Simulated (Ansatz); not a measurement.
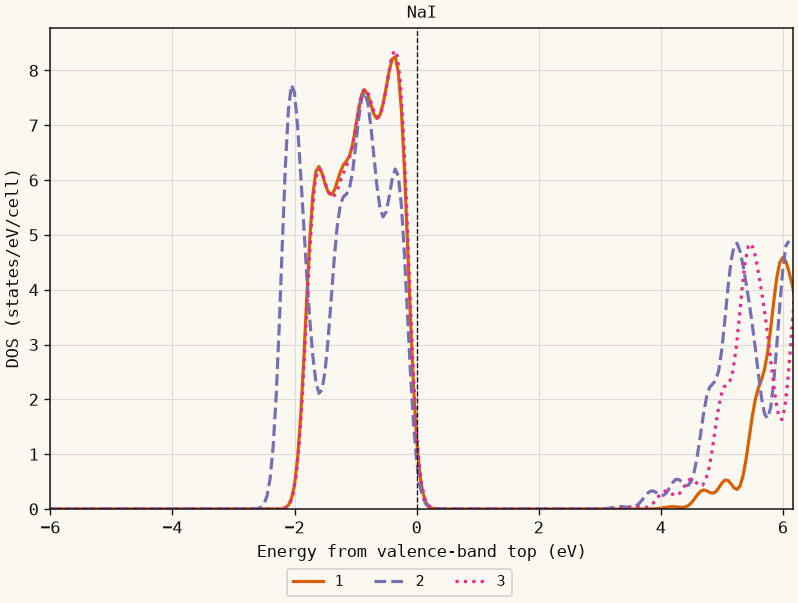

Total densities of states of NaI, space group P6_3/mmc (No. 194), 4 atoms in the cell, h-MgO (five-fold) type, by three methods on the same cell. The curves are built from the levels of the k mesh with Gaussians 0.3 eV wide, which also blur the band edges. Each is counted from its own valence-band top.

Q: Which curve is which? The methods: PBE+SOC, PBE, r2SCAN.

A: 1 is r2SCAN; 2 is PBE+SOC; 3 is PBE. r2SCAN gives a gap of 4.19 eV, PBE+SOC gives a gap of 3.34 eV and PBE gives a gap of 3.56 eV.

Settings. r2SCAN: DFT, r2SCAN, plane waves, PAW, no spin polarisation, 6×6×4 k mesh, 500 eV cutoff (Ansatz). PBE+SOC: DFT, PBE with spin-orbit coupling, plane waves, PAW, 6×6×4 k mesh, 420 eV cutoff (Ansatz 0.2.0). PBE: DFT, PBE, plane waves, PAW, no spin polarisation, 6×6×4 k mesh, 420 eV cutoff, Fermi-Dirac smearing of 0.02 eV (Ansatz 0.2.0).
